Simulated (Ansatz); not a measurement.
# Single-point calculation, with input and output: GaAs

- system: GaAs (I-4m2, 2 atoms in the cell)
- method: DFT, PBE, plane waves, PAW, no spin polarisation (Ansatz 0.2.0)

The structure was built on a prototype by a generator. The geometry comes from this level: r2SCAN (a point of a series of strains). It belongs to a series of runs on one base structure; here: uniaxial_z strain +4.5%.

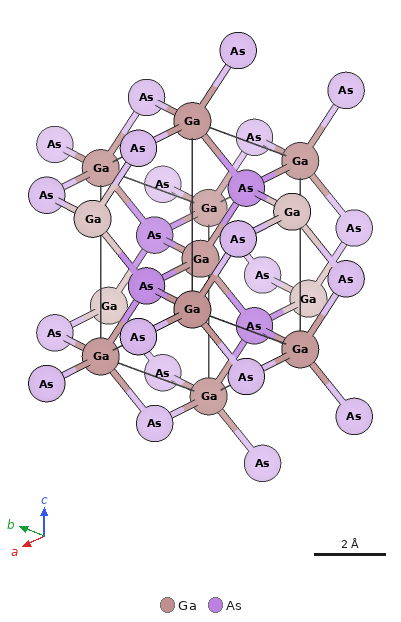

The structure (ball-and-stick view of the cell 2 times as large as that of the calculation, set on its symmetry axes, seen at an oblique angle; neighbours outside the cell are drawn fainter). Near neighbours in the crystal (not all of them lie inside the picture): Ga has 4 As at 2.49 Å; As has 4 Ga at 2.49 Å.

Key numbers

| quantity | value |
| --- | --- |
| outcome | converged |
| space group (tolerance 0.01 Å) | I-4m2 (119) |
| electrons treated | 28 |
| free energy | −8639.8438 eV |
| Fermi energy | 7.629 eV |
| band gap | 0.04 eV |
| pressure | −0.16 GPa |
| largest force (length of the vector) | under 0.001 eV/Å |
| hardware | 4 threads of an Arm (aarch64) CPU, shared host |
| wall time | 2.7 s (CPU time 8.7 s) |
| peak memory | 0.39 GiB |

The input
```yaml
crystal:
  lattice:
    - [0.0, 2.8330850947, 2.9608572325]
    - [2.8330850947, 0.0, 2.9608572325]
    - [2.8330850947, 2.8330850947, 0.0]
  atoms:
    - { symbol: Ga, position: [0.0, 0.0, 0.0] }
    - { symbol: As, position: [0.25, 0.25, 0.25] }
kpoints:
  mp_grid: { grid: [8, 8, 8] }
  band_path:
    path:
      - [0.0, 0.0, 0.0]
      - [-0.5, -0.5, 0.0]
      - [-0.375, -0.375, 0.25]
      - [-0.375, 0.0, 0.375]
      - [0.0, 0.0, 0.5]
      - [-0.5, -0.25, 0.25]
    npoints: 1
hamiltonian:
  xc: pbe
scf:
  occupations: { method: fermi_dirac, width: 0.02 }
  n_extra_bands: 4
output:
  forces: true
  stress: true
  eigenvalues: true
```

Log
```
scf.n_extra_bands = 4 over 14 filled bands (N_el = 28.0): the run solves 18 bands
Engine: ansatz 0.2.0, aarch64-unknown-linux-gnu
Pseudopotentials: kind: paw
Pseudopotential: Ga, paw, valence charge 13, recommended cutoff 420 eV (normal), Ga.paw.azcp
Pseudopotential: As, paw, valence charge 15, recommended cutoff 420 eV (normal), As.paw.azcp
Functional definition: PBE
  parameter kappa = 0.804
  parameter beta = 0.06672455060314922
  exchange = pbe_x(kappa = kappa, mu = beta*pi^2/3)
  correlation = pbe_c(beta = beta)
Crystal: 2 atoms, lattice volume = 47.530 Å³
Basis set: ecut = 420 eV, 909 PW (Γ), exchange–correlation on 60×60×54 points (8 copies of the dense FFT grid, shifted against one another)
Bands: 18, of which v1, the nominal top of the filled ones, is band 14 counted from 1 (13 counted from 0)
Symmetry: 8 space group operations
Space group: I-4m2 (ITA 119), of the structure as read, at distance tolerance 3.6e-5 Å
k-points: 59 of 512 (time reversal used)
Non-local potential: Ga, projectors of the file, l = 0: 2, l = 1: 2, l = 2: 3, l = 3: 1
Non-local potential: As, projectors of the file, l = 0: 2, l = 1: 2, l = 2: 3, l = 3: 1
PAW form: soft (Blöchl's): semilocal exchange-correlation on the pseudo side does not see the compensation charge
PAW one-centre angular grid: Ga, 590 points (default); XC on 64 Gauss nodes
PAW one-centre angular grid: As, 590 points (default); XC on 64 Gauss nodes
Initial density: superposition of atomic densities (neutral atoms: chi_scale 0, normalization atom), corrected by the library's trained network
Initial wavefunctions: pseudopotential atomic-orbital guess
Functional: x = pbe(κ = 0.804, μ = 0.2195149727645171), c = pbe(β = 0.06672455060314922)
SCF iter   1: F=—  HF=-8639.844626 eV  |F-HF|=—  |Δ(HF+E_count)|=         —  Δρ=1.78e-3  dr2=2.58e-3  ethr=1.77e-3  ⟨swp⟩=6.0  Hψ=4935  notcnv=0
preconditioner: auto → Kerker (q_TF=auto, 2.498 Å⁻¹)  [metal: Δε(μ)=0.031 eV  Ē_g=15.247 eV  σ=0.020 eV  W_gap=0.35  n_scr=14 (ndim 8)  ℏωp=22.9 eV  f_vac=0.103  D(μ)=0.11/eV (n_scr^D=0)]
SCF iter   2: F=—  HF=-8639.843922 eV  |F-HF|=—  |Δ(HF+E_count)|=   7.04e-4  Δρ=1.15e-3  dr2=1.05e-3  ethr=9.23e-6  ⟨swp⟩=2.0  Hψ=2164  notcnv=0
SCF iter   3: F=—  HF=-8639.843835 eV  |F-HF|=—  |Δ(HF+E_count)|=   8.67e-5  Δρ=6.54e-4  dr2=3.07e-4  ethr=3.74e-6  ⟨swp⟩=2.0  Hψ=1803  notcnv=0
SCF iter   4: F=—  HF=-8639.843764 eV  |F-HF|=—  |Δ(HF+E_count)|=   7.19e-5  Δρ=3.31e-4  dr2=6.22e-5  ethr=1.10e-6  ⟨swp⟩=2.0  Hψ=1590  notcnv=0
SCF iter   5: F=—  HF=-8639.843797 eV  |F-HF|=—  |Δ(HF+E_count)|=   3.33e-5  Δρ=1.22e-4  dr2=1.30e-5  ethr=2.22e-7  ⟨swp⟩=2.2  Hψ=1795  notcnv=0
SCF iter   6: F=—  HF=-8639.843807 eV  |F-HF|=—  |Δ(HF+E_count)|=   1.01e-5  Δρ=4.93e-5  dr2=1.28e-6  ethr=4.65e-8  ⟨swp⟩=2.0  Hψ=1889  notcnv=0
SCF iter   7: F=—  HF=-8639.843808 eV  |F-HF|=—  |Δ(HF+E_count)|=   6.15e-7  Δρ=3.51e-5  dr2=3.01e-7  ethr=4.56e-9  ⟨swp⟩=2.0  Hψ=1889  notcnv=0
SCF iter   8: F=-8639.843808 eV  HF=-8639.843808 eV  |F-HF|=1.41e-8  |Δ(HF+E_count)|=   5.86e-8  Δρ=9.46e-6  dr2=2.22e-8  ethr=3.57e-10  ⟨swp⟩=5.0  Hψ=4808  notcnv=0
SCF 1 converged in 8 iterations: F = -8639.843808 eV  dr2 = 2.22e-8
  greatest PAW one-centre occupation: 0.999 electrons in one spin orbital (limit 2), on the As atom at site 1 (counted from 0), in its partial waves of l = 2
NSCF: frozen V_eff on 6 k-points
SCF converged after 8 iterations
Free energy (F): -8639.843808 eV
Harris-Foulkes:  -8639.843808 eV  (|F-HF|=1.41e-8)
Internal energy: -8639.843682 eV  (E = F + TS)
E sigma→0 (E₀):  -8639.843745 eV
Entropy (-TS):   -0.000126 eV (-0.063 meV/atom)
Fermi energy:    7.628509 eV
--- Per-component energies (eV) ---
  E_band       = -328.107273
  E_kinetic    = 218.120278
  E_local      = -3987.424114  (includes V_loc(G=0)·N_el)
  E_nonlocal   = -245.756341
  E_hartree    = 2001.711265
  E_xc         = -147.786683
  E_vxc        = -136.566220  (∫ρ·V_xc dr)
  E_paw        = -3824.445468  (= ΣΔE_a)
  E_vpaw       = -179.911218  (= ΣTr[D̂ρ^β])
  E_aug_tail   = -0.000106  (compensation charges beyond the density's cutoff)
  E_ewald      = -2654.262512
  E_smearing   = -0.000126  (= −TS)
  E_closure    = 0.000000  (closes the sum)
  Σ components = -8639.843808   (vs F -8639.843808, Δ=0.00e0)
--- Forces (eV/Å), atoms counted from 1 ---
  atom   1  Ga    -0.00000000    -0.00000000    -0.00000000
  atom   2  As     0.00000000    -0.00000000     0.00000000
  max |Σ_I F_I| component: 1.25e-16 eV/Å
--- Stress (GPa, compression-positive) ---
        0.755236      -0.000000       0.000000
       -0.000000       0.755236      -0.000000
       -0.000000      -0.000000      -1.997225
  P = ⅓ Tr σ = -0.1623 GPa (-1.623 kbar)
--- Band table (eV; the first three rows and the last of 59) ---
  k-point 0: bands = ["-27.5695", "-27.5695", "-27.5655", "-27.5627", "-27.5577", "-7.1973", "-7.1862", "-7.1862", "-7.1271", "-7.1197", "-4.8588", "7.3389", "7.5987", "7.5987", "7.6393", "11.2074", "11.2074", "11.3274"]
  k-point 1: bands = ["-27.5694", "-27.5694", "-27.5654", "-27.5626", "-27.5577", "-7.2024", "-7.1888", "-7.1833", "-7.1275", "-7.1195", "-4.6897", "5.5105", "7.1950", "7.3987", "8.8590", "11.4663", "11.5402", "11.7511"]
  k-point 2: bands = ["-27.5693", "-27.5691", "-27.5651", "-27.5625", "-27.5577", "-7.2247", "-7.1837", "-7.1770", "-7.1277", "-7.1183", "-4.2183", "3.4699", "6.7492", "7.0209", "8.7864", "12.0098", "12.1012", "13.2467"]
  k-point 58: bands = ["-27.5682", "-27.5682", "-27.5661", "-27.5629", "-27.5571", "-7.2841", "-7.1465", "-7.1465", "-7.1368", "-7.1185", "-2.6761", "0.7693", "5.2030", "5.2030", "9.2537", "9.4639", "17.2586", "17.2586"]
```
